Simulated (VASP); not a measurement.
```xyz
2
Lattice="3.1030 0.0000 0.0000 0.0000 3.1030 0.0000 0.0000 0.0000 3.1030" Properties=species:S:1:pos:R:3 pbc="T T T"
Pt    0.0000    0.0000    0.0000
Pt    1.5515    1.5515    1.5515
```

Space group Im-3m; a generated structure, not necessarily the stable one.

Level of theory: Kohn-Sham DFT of a periodic cell, LDA, VASP PAW LDA potentials, recommended (VASP 6.6.1).

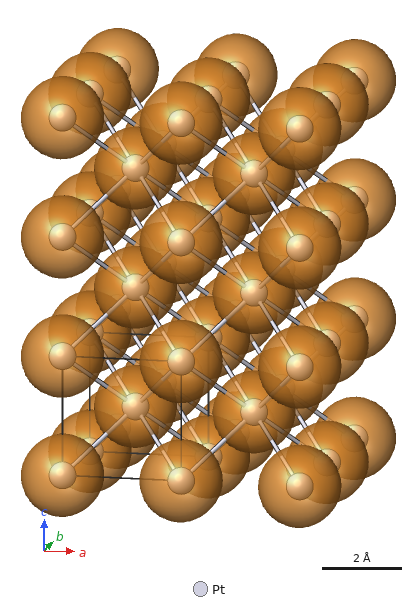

Pt. Isosurface of the valence pseudo-density at 0.6 e/Å³ (orange), seen slightly off an axis. Sticks mark near contacts.

Core electrons are frozen (PAW), and the valence fields are smoothed inside the atomic spheres.

**How is the density connected at this value?**

At this value the density breaks into separate islands; it holds about 65 % of the electrons treated as valence. It bridges none of the near contacts. It is pinched off along the shortest Pt–Pt (2.69 Å) contacts. On the grid the lowest density along these lines, outside the cores, is 0.42 e/Å³ (Pt–Pt, 2.69 Å).
